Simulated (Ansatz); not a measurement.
## Geometry relaxation of PtSe2 (part 1 of 2)

PtSe2 (P-3m1, 3 atoms in the cell), computed with DFT PBE, scalar-relativistic, plane waves, PAW, no spin polarisation (Ansatz 0.2.0).

The structure derives from an entry of the Crystallography Open Database.

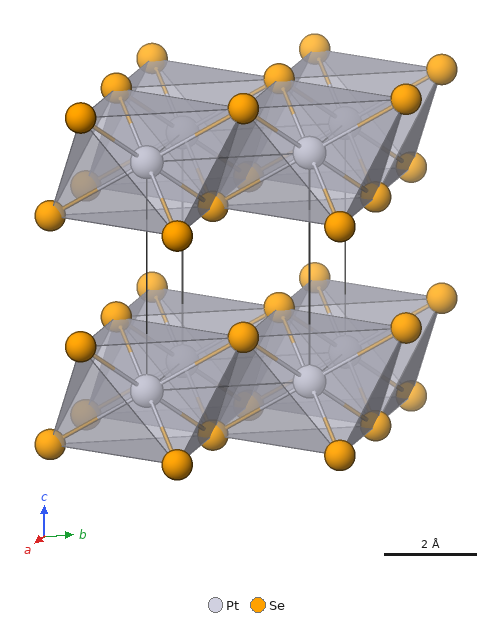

Figure 1. The starting structure (polyhedral view of the cell of the calculation, seen slightly off an axis; polyhedra are completed across the faces of the cell). An atom can appear more than once, as a periodic image.

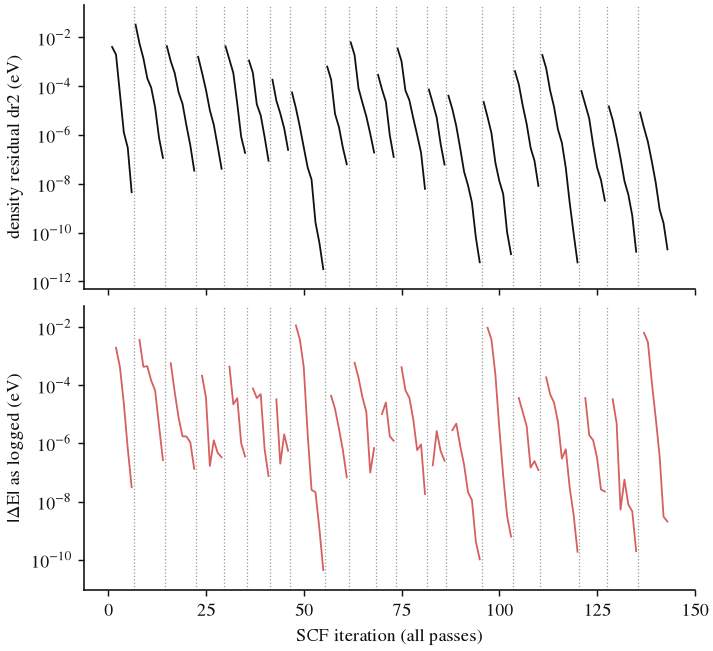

Figure 2. Convergence of the self-consistent field: density residual dr2 and size of the energy change against the SCF iteration. The dotted lines part the SCF passes of the relaxation: geometry steps, rejected trials and re-solves on a re-selected basis. The 20 passes take 5 to 10 iterations each, 143 in all.

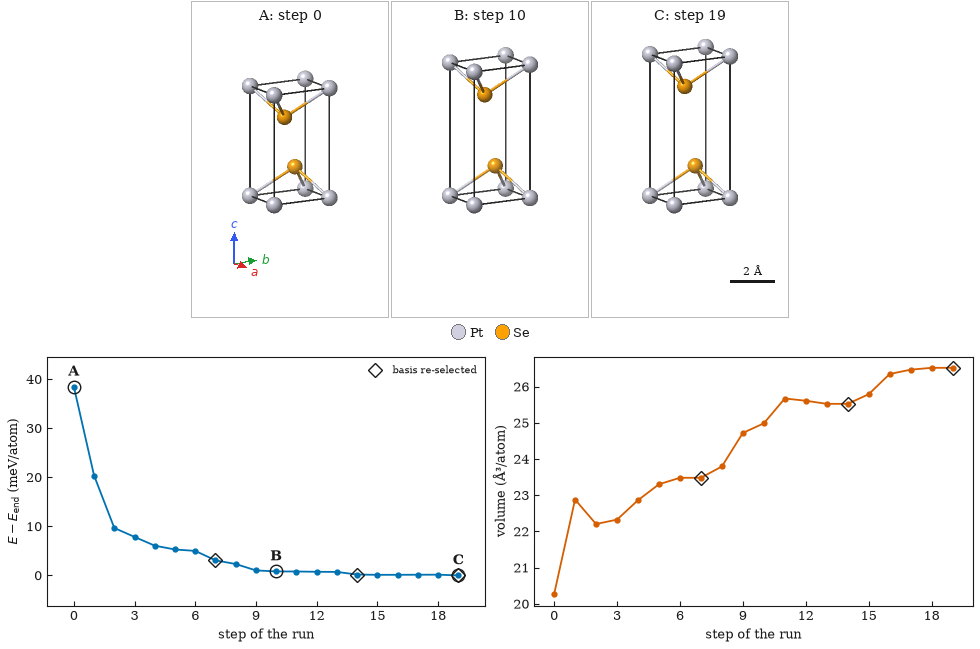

Figure 3. Frames of the relaxation (ball-and-stick view of the cell of the calculation, seen slightly off an axis) above the curves, on which the letters mark them (the first geometry is step 0 here and step 1 in the log).

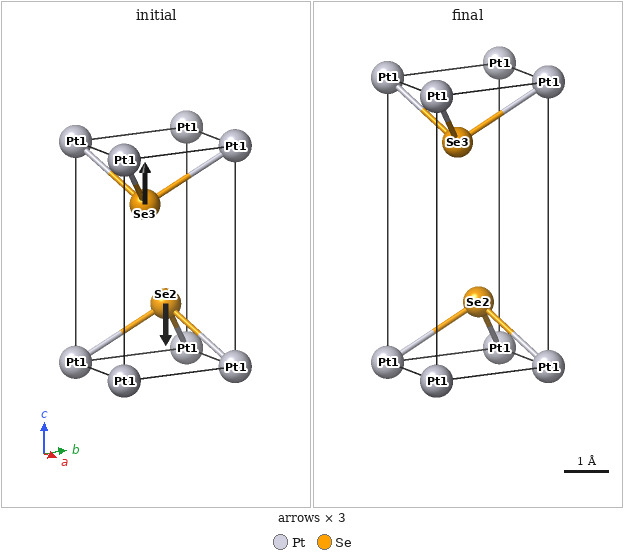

Figure 4. Before (left) and after (right) the relaxation, at one scale (ball-and-stick view of the cell of the calculation, seen slightly off an axis). The black arrows give the displacements (without the part carried along by the change of the cell), magnified 3 times. After 16 geometry steps the energy has fallen by 38.3 meV per atom. The largest force component goes from 0.56 to 0.00064 eV/Å. Pressure: 7.31 GPa at the start and −0.01 GPa at the end. 2 further SCFs at an unchanged geometry re-selected the plane-wave basis for the new cell. The largest moves relative to the cell, 0.33 Å, are those of Se2 and Se3. Pt stays in place. Cell: a = b 3.724 → 3.752 Å (+0.7 %), c 5.062 → 6.527 Å (+28.9 %). Volume +30.9 %. Among the contacts that change: Pt1–Se2 2.495 → 2.530 Å. The space group stays P-3m1 (No. 164). The energy change given includes the shifts at the re-selections in mid-walk, which come without any move. A last SCF at the same geometry on a re-selected plane-wave basis shifts the energy by −0.1 meV per atom. (Atoms are counted from 1 in the order of the input.)

The input and output of the run follow.

The input:
```yaml
crystal:
  lattice:
    - [3.7240006046, 0.0, 0.0]
    - [-1.8620003023, 3.2250791273, 0.0]
    - [0.0, 0.0, 5.062]
  atoms:
    - { symbol: Pt, position: [0.0, 0.0, 0.0] }
    - { symbol: Se, position: [0.3333333333, 0.6666666667, 0.25] }
    - { symbol: Se, position: [0.6666666667, 0.3333333333, 0.75] }
basis:
  ecutwfc: 420
kpoints:
  mp_grid: { grid: [12, 12, 8] }
hamiltonian:
  xc: pbe
scf:
  occupations: { method: gaussian, width: 0.1 }
output:
  forces: true
  stress: true
  eigenvalues: true
relax:
  adjacent_minimum: "off"
  f_tol: 0.005
  max_steps: 80
  cell: { stress_tol: 0.05 }
```

Launch command:
```bash
ansatz run input.yaml --threads 1 --pin off --max-ram 2560MiB --backend cpu --events-out ev --progress --plain --runs-dir out
```

Output:
```
Engine: ansatz 0.2.0, x86_64-unknown-linux-gnu
Pseudopotentials: kind: paw
Pseudopotential: Pt, paw, valence charge 18, recommended cutoff 420 eV (normal), Pt.paw.azcp
Pseudopotential: Se, paw, valence charge 16, recommended cutoff 420 eV (normal), Se.paw.azcp
Functional definition: PBE
  parameter kappa = 0.804
  parameter beta = 0.06672455060314922
  exchange = pbe_x(kappa = kappa, mu = beta*pi^2/3)
  correlation = pbe_c(beta = beta)
Crystal: 3 atoms, lattice volume = 60.796 Å³
Basis set: ecut = 420 eV, 1205 PW (Γ), exchange–correlation on 50×50×72 points (8 copies of the dense FFT grid, shifted against one another)
Bands: 30, of which v1, the nominal top of the filled ones, is band 25 counted from 1 (24 counted from 0)
Symmetry: 12 space group operations
Space group: P-3m1 (ITA 164), of the structure as read, at distance tolerance 3.9e-5 Å
k-points: 131 of 1152
Non-local potential: Pt, projectors of the file, l = 0: 3, l = 1: 2, l = 2: 2, l = 3: 1
Non-local potential: Se, projectors of the file, l = 0: 2, l = 1: 2, l = 2: 3, l = 3: 1
PAW form: soft (Blöchl's): semilocal exchange-correlation on the pseudo side does not see the compensation charge
PAW one-centre angular grid: Pt, 590 points (default); XC on 64 Gauss nodes
PAW one-centre angular grid: Se, 590 points (default); XC on 64 Gauss nodes
Initial density: superposition of atomic densities (neutral atoms: chi_scale 0, normalization atom), corrected by the library's trained network
Initial wavefunctions: pseudopotential atomic-orbital guess
Functional: x = pbe(κ = 0.804, μ = 0.2195149727645171), c = pbe(β = 0.06672455060314922)
SCF iter   1: F=—  HF=-23462.252886 eV  |F-HF|=—  |Δ(HF+E_count)|=         —  Δρ=2.97e-3  dr2=4.07e-3  ethr=1.77e-3  ⟨swp⟩=5.4  Hψ=15070  notcnv=0
preconditioner: auto → LDOS  [metal: Δε(μ)=0.020 eV  Ē_g=10.187 eV  σ=0.100 eV  W_gap=0.11  n_scr=22 (ndim 8)  ℏωp=22.3 eV  f_vac=0.035  D(μ)=0.64/eV (n_scr^D=2)  β→1.0]
SCF iter   2: F=—  HF=-23462.254853 eV  |F-HF|=—  |Δ(HF+E_count)|=   1.97e-3  Δρ=1.53e-3  dr2=1.98e-3  ethr=8.13e-6  ⟨swp⟩=2.0  Hψ=7027  notcnv=0  defer=2
SCF iter   3: F=—  HF=-23462.254431 eV  |F-HF|=—  |Δ(HF+E_count)|=   4.23e-4  Δρ=2.95e-4  dr2=5.03e-5  ethr=3.95e-6  ⟨swp⟩=2.0  Hψ=5004  notcnv=0  defer=2
SCF iter   4: F=—  HF=-23462.254407 eV  |F-HF|=—  |Δ(HF+E_count)|=   2.38e-5  Δρ=4.45e-5  dr2=1.28e-6  ethr=1.01e-7  ⟨swp⟩=2.0  Hψ=6962  notcnv=0  defer=2
SCF iter   5: F=—  HF=-23462.254408 eV  |F-HF|=—  |Δ(HF+E_count)|=   6.67e-7  Δρ=1.45e-5  dr2=3.04e-7  ethr=2.56e-9  ⟨swp⟩=2.5  Hψ=6108  notcnv=0  defer=2
SCF iter   6: F=-23462.254408 eV  HF=-23462.254408 eV  |F-HF|=5.99e-9  |Δ(HF+E_count)|=   3.10e-8  Δρ=3.45e-6  dr2=4.54e-9  ethr=2.00e-10  ⟨swp⟩=6.9  Hψ=16455  notcnv=0
SCF 1 converged in 6 iterations: F = -23462.254408 eV  dr2 = 4.54e-9
  greatest PAW one-centre occupation: 1.000 electrons in one spin orbital (limit 2), on the Pt atom at site 0 (counted from 0), in its partial waves of l = 0
relax step   1: F+E_penalty+E_count = -23462.25440764 eV  Δ(F+E_penalty+E_count) = +0.000e0 eV  max|allowed force component| = 5.637e-1 eV/Å  Δτ_max = 0.0000 Å  P = +7.311 GPa  Ω = 60.796 Å³  (6 SCF iters, dr2 threshold 1.00e-7 eV, accepted)
Crystal: 3 atoms, lattice volume = 68.642 Å³
Basis set: ecut = 420 eV, 1325 PW (Γ), exchange–correlation on 50×50×72 points (8 copies of the dense FFT grid, shifted against one another)
Initial density: handed on by an earlier stage of this run
Initial wavefunctions: those handed on with the density
iter 1 solved again at ethr=6.54e-5 eV; its pass at ethr=3.10e-3 eV (dr2=3.27e-2 eV) is discarded
SCF iter   1: F=—  HF=-23462.311295 eV  |F-HF|=—  |Δ(HF+E_count)|=         —  Δρ=7.86e-3  dr2=3.35e-2  ethr=6.54e-5  ⟨swp⟩=1.2  Hψ=23433  notcnv=0
preconditioner: auto → Kerker (q_TF=auto, 2.588 Å⁻¹)  [metal: Δε(μ)=0.012 eV  Ē_g=9.604 eV  σ=0.100 eV  W_gap=0.07  n_scr=22 (ndim 8)  ℏωp=21.0 eV  f_vac=0.097  D(μ)=0.50/eV (n_scr^D=0)]
SCF iter   2: F=—  HF=-23462.307634 eV  |F-HF|=—  |Δ(HF+E_count)|=   3.66e-3  Δρ=4.04e-3  dr2=5.68e-3  ethr=6.54e-5  ⟨swp⟩=2.1  Hψ=5261  notcnv=0
SCF iter   3: F=—  HF=-23462.308070 eV  |F-HF|=—  |Δ(HF+E_count)|=   4.36e-4  Δρ=1.68e-3  dr2=1.40e-3  ethr=1.14e-5  ⟨swp⟩=2.0  Hψ=5483  notcnv=0
SCF iter   4: F=—  HF=-23462.308523 eV  |F-HF|=—  |Δ(HF+E_count)|=   4.53e-4  Δρ=4.43e-4  dr2=2.12e-4  ethr=2.79e-6  ⟨swp⟩=2.0  Hψ=6664  notcnv=0
SCF iter   5: F=—  HF=-23462.308668 eV  |F-HF|=—  |Δ(HF+E_count)|=   1.45e-4  Δρ=2.35e-4  dr2=8.70e-5  ethr=4.24e-7  ⟨swp⟩=2.0  Hψ=6589  notcnv=0
SCF iter   6: F=—  HF=-23462.308734 eV  |F-HF|=—  |Δ(HF+E_count)|=   6.62e-5  Δρ=8.47e-5  dr2=1.36e-5  ethr=1.74e-7  ⟨swp⟩=2.0  Hψ=5381  notcnv=0
SCF iter   7: F=—  HF=-23462.308738 eV  |F-HF|=—  |Δ(HF+E_count)|=   4.07e-6  Δρ=2.46e-5  dr2=7.69e-7  ethr=2.73e-8  ⟨swp⟩=2.0  Hψ=5315  notcnv=0
SCF iter   8: F=-23462.308738 eV  HF=-23462.308738 eV  |F-HF|=2.89e-8  |Δ(HF+E_count)|=   2.66e-7  Δρ=9.97e-6  dr2=1.16e-7  ethr=6.00e-10  ⟨swp⟩=7.0  Hψ=19309  notcnv=0
SCF 2 converged in 8 iterations: F = -23462.308738 eV  dr2 = 1.16e-7
relax step   2: F+E_penalty+E_count = -23462.30873844 eV  Δ(F+E_penalty+E_count) = -5.433e-2 eV  max|allowed force component| = 1.497e-1 eV/Å  Δτ_max = 0.0610 Å  P = -3.072 GPa  Ω = 68.642 Å³  energy of the carried Pulay correction = -1.512e-3 eV  (8 SCF iters, dr2 threshold 3.00e-7 eV, accepted)
[... from here on the SCF iterations and repeated set-up lines of each step are left out, up to the last step ...]
SCF 3 converged in 8 iterations: F = -23462.340828 eV  dr2 = 3.49e-8
relax step   3: F+E_penalty+E_count = -23462.34082841 eV  Δ(F+E_penalty+E_count) = -3.209e-2 eV  max|allowed force component| = 7.809e-2 eV/Å  Δτ_max = 0.0184 Å  P = -0.593 GPa  Ω = 66.615 Å³  energy of the carried Pulay correction = -1.139e-3 eV  (8 SCF iters, dr2 threshold 3.00e-7 eV, accepted)
SCF 4 converged in 7 iterations: F = -23462.346281 eV  dr2 = 4.15e-8
relax step   4: F+E_penalty+E_count = -23462.34628114 eV  Δ(F+E_penalty+E_count) = -5.453e-3 eV  max|allowed force component| = 1.077e-2 eV/Å  Δτ_max = 0.0176 Å  P = +0.330 GPa  Ω = 66.980 Å³  energy of the carried Pulay correction = -1.207e-3 eV  (7 SCF iters, dr2 threshold 3.00e-7 eV, accepted)
SCF 5 converged in 6 iterations: F = -23462.351651 eV  dr2 = 1.86e-7
relax step   5: F+E_penalty+E_count = -23462.35165149 eV  Δ(F+E_penalty+E_count) = -5.370e-3 eV  max|allowed force component| = 9.631e-2 eV/Å  Δτ_max = 0.0379 Å  P = +1.005 GPa  Ω = 68.586 Å³  energy of the carried Pulay correction = -1.501e-3 eV  (6 SCF iters, dr2 threshold 3.00e-7 eV, accepted)
SCF 6 converged in 6 iterations: F = -23462.353975 eV  dr2 = 8.88e-8
relax step   6: F+E_penalty+E_count = -23462.35397494 eV  Δ(F+E_penalty+E_count) = -2.323e-3 eV  max|allowed force component| = 6.940e-2 eV/Å  Δτ_max = 0.0199 Å  P = +0.678 GPa  Ω = 69.909 Å³  energy of the carried Pulay correction = -1.739e-3 eV  (6 SCF iters, dr2 threshold 3.00e-7 eV, accepted)
SCF 7 converged in 5 iterations: F = -23462.354841 eV  dr2 = 2.46e-7
relax step   7: F+E_penalty+E_count = -23462.35484141 eV  Δ(F+E_penalty+E_count) = -8.665e-4 eV  max|allowed force component| = 3.899e-3 eV/Å  Δτ_max = 0.0015 Å  P = -0.021 GPa  Ω = 70.446 Å³  energy of the carried Pulay correction = -1.834e-3 eV  (5 SCF iters, dr2 threshold 3.00e-7 eV, accepted)
SCF 8 converged in 9 iterations: F = -23462.360620 eV  dr2 = 3.19e-12
relax step   8: F+E_penalty+E_count = -23462.36062010 eV  Δ(F+E_penalty+E_count) = -5.779e-3 eV  max|allowed force component| = 6.035e-3 eV/Å  Δτ_max = 0.0000 Å  P = +0.127 GPa  Ω = 70.446 Å³  stress off target by 3.64e-1 GPa  SCF on the basis re-selected at this cell (its energy is not comparable with the rows above)  (9 SCF iters)
SCF 9 converged in 6 iterations: F = -23462.362870 eV  dr2 = 6.38e-8
relax step   9: F+E_penalty+E_count = -23462.36286974 eV  Δ(F+E_penalty+E_count) = -2.250e-3 eV  max|allowed force component| = 7.104e-3 eV/Å  Δτ_max = 0.0152 Å  P = +0.112 GPa  Ω = 71.386 Å³  energy of the carried Pulay correction = -1.577e-4 eV  (6 SCF iters, dr2 threshold 3.00e-7 eV, accepted)
SCF 10 converged in 7 iterations: F = -23462.366777 eV  dr2 = 1.92e-7
relax step  10: F+E_penalty+E_count = -23462.36677708 eV  Δ(F+E_penalty+E_count) = -3.907e-3 eV  max|allowed force component| = 4.077e-2 eV/Å  Δτ_max = 0.0463 Å  P = +0.278 GPa  Ω = 74.163 Å³  energy of the carried Pulay correction = -7.081e-4 eV  (7 SCF iters, dr2 threshold 2.14e-7 eV, accepted)
SCF 11 converged in 5 iterations: F = -23462.367397 eV  dr2 = 1.27e-7
relax step  11: F+E_penalty+E_count = -23462.36739680 eV  Δ(F+E_penalty+E_count) = -6.197e-4 eV  max|allowed force component| = 3.196e-2 eV/Å  Δτ_max = 0.0065 Å  P = -0.010 GPa  Ω = 74.957 Å³  energy of the carried Pulay correction = -8.887e-4 eV  (5 SCF iters, dr2 threshold 3.00e-7 eV, accepted)
SCF 12 converged in 8 iterations: F = -23462.367444 eV  dr2 = 6.24e-9
relax step  12: F+E_penalty+E_count = -23462.36744363 eV  Δ(F+E_penalty+E_count) = -4.683e-5 eV  max|allowed force component| = 2.446e-2 eV/Å  Δτ_max = 0.0328 Å  P = +0.143 GPa  Ω = 77.016 Å³  energy of the carried Pulay correction = -1.419e-3 eV  (8 SCF iters, dr2 threshold 6.38e-8 eV, accepted)
SCF 13 converged in 5 iterations: F = -23462.367614 eV  dr2 = 6.18e-8
relax step  13: F+E_penalty+E_count = -23462.36761421 eV  Δ(F+E_penalty+E_count) = -1.706e-4 eV  max|allowed force component| = 1.002e-3 eV/Å  Δτ_max = 0.0046 Å  P = -0.027 GPa  Ω = 76.831 Å³  energy of the carried Pulay correction = -1.369e-3 eV  (5 SCF iters, dr2 threshold 7.08e-8 eV, accepted)
SCF 14 converged in 9 iterations: F = -23462.367699 eV  dr2 = 6.13e-12
relax step  14: F+E_penalty+E_count = -23462.36769934 eV  Δ(F+E_penalty+E_count) = -8.513e-5 eV  max|allowed force component| = 2.340e-5 eV/Å  Δτ_max = 0.0034 Å  P = +0.008 GPa  Ω = 76.573 Å³  energy of the carried Pulay correction = -1.299e-3 eV  (9 SCF iters, accepted)
SCF 15 converged in 8 iterations: F = -23462.369308 eV  dr2 = 1.32e-11
relax step  15: F+E_penalty+E_count = -23462.36930820 eV  Δ(F+E_penalty+E_count) = -1.609e-3 eV  max|allowed force component| = 7.284e-4 eV/Å  Δτ_max = 0.0000 Å  P = +0.016 GPa  Ω = 76.573 Å³  stress off target by 6.30e-2 GPa  SCF on the basis re-selected at this cell (its energy is not comparable with the rows above)  (8 SCF iters)
SCF 16 converged in 7 iterations: F = -23462.369478 eV  dr2 = 8.25e-9
relax step  16: F+E_penalty+E_count = -23462.36947823 eV  Δ(F+E_penalty+E_count) = -1.700e-4 eV  max|allowed force component| = 2.613e-4 eV/Å  Δτ_max = 0.0110 Å  P = +0.020 GPa  Ω = 77.371 Å³  energy of the carried Pulay correction = -1.257e-4 eV  (7 SCF iters, dr2 threshold 9.92e-9 eV, accepted)
SCF 17 converged in 10 iterations: F = -23462.369463 eV  dr2 = 6.06e-12
relax step  17: F+E_penalty+E_count = -23462.36946291 eV  Δ(F+E_penalty+E_count) = +1.533e-5 eV  max|allowed force component| = 1.061e-2 eV/Å  Δτ_max = 0.0229 Å  P = +0.061 GPa  Ω = 79.045 Å³  energy of the carried Pulay correction = -4.174e-4 eV  (10 SCF iters, accepted)
SCF 18 converged in 7 iterations: F = -23462.369418 eV  dr2 = 2.05e-9
relax step  18: F+E_penalty+E_count = -23462.36941750 eV  Δ(F+E_penalty+E_count) = +4.540e-5 eV  max|allowed force component| = 6.331e-4 eV/Å  Δτ_max = 0.0039 Å  P = +0.010 GPa  Ω = 79.405 Å³  energy of the carried Pulay correction = -4.854e-4 eV  (7 SCF iters, dr2 threshold 1.07e-8 eV, accepted)
SCF 19 converged in 8 iterations: F = -23462.369389 eV  dr2 = 1.66e-11
```
